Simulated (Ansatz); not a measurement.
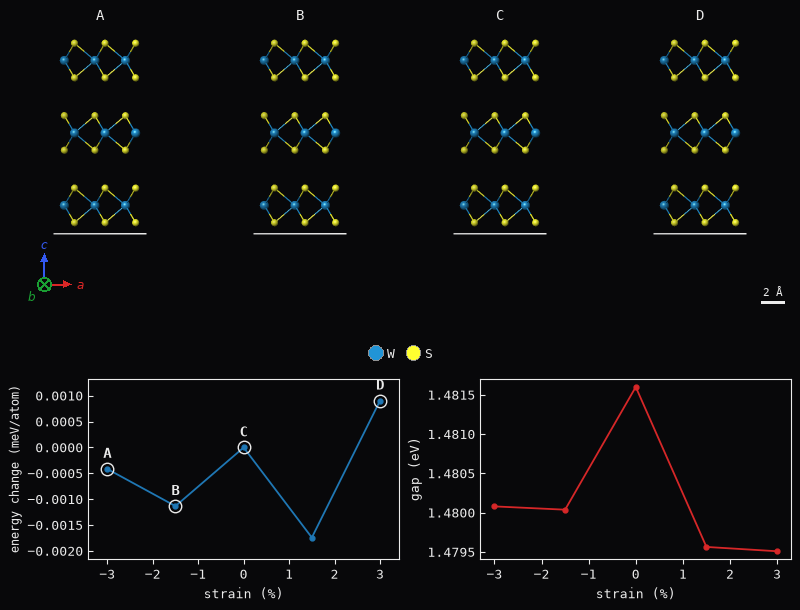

Members of a series of calculations on solid WS2 (set up in P-6m2), marked on the first curve. Style: ball-and-stick. Shown: the 3 × 2 repeat of the cell, outlined in the plane, without the vacuum, along the b axis.

All numbers below come from DFT r2SCAN, scalar-relativistic, plane waves, PAW (Ansatz). Set-up: plane-wave cutoff 500 eV; k-point mesh 12 × 12 × 1; occupations gaussian; smearing width 0.02 eV; no spin polarisation.

**Describe the series.**

Strain along c alone, the other axes held, atoms relaxed. A (strain −3.0 %): energy change 0.0 meV/atom, volume 27.11 Å³ per atom, gap 1.48 eV. B (strain −1.5 %): energy change 0.0 meV/atom, volume 27.53 Å³ per atom, gap 1.48 eV. C (strain 0.0 %): energy change 0.0 meV/atom, volume 27.95 Å³ per atom, gap 1.48 eV. D (strain 3.0 %): energy change 0.0 meV/atom, volume 28.79 Å³ per atom, gap 1.48 eV. The rest compares A with D. The cell doesn't change. 

Limits of the set-up: layers or molecules are held without a dispersion correction, so their spacing is unreliable.
